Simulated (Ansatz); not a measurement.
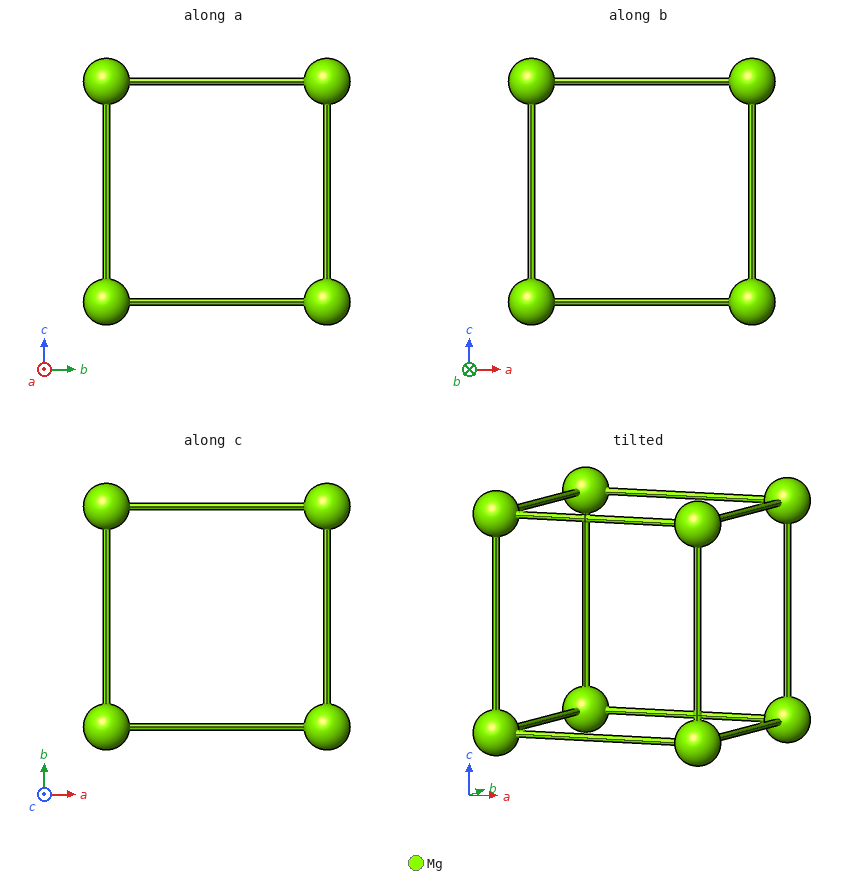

The crystal in a ball-and-stick representation, seen along the a axis, along the b axis, along the c axis and slightly off an axis. The frame is the conventional unit cell; atoms at its boundary are shown with their periodic copies.

Lattice parameters: a = 3.049 Å, b = 3.049 Å, c = 3.049 Å, α = 90.00°, β = 90.00°, γ = 90.00°. Put a along x and b in the xy plane.

Record the structure as a POSCAR file.

Answer.
```
Mg
1.0
     3.049    0.000    0.000
     0.000    3.049    0.000
     0.000    0.000    3.049
Mg
1
Direct
  0.0000 0.0000 0.0000
```

The model was built from a structure type filled with this element by a generator (whether the element takes this form wasn't checked). Earlier steps of the study may have refined or changed the cell and positions. It was run through Ansatz as a DFT input.
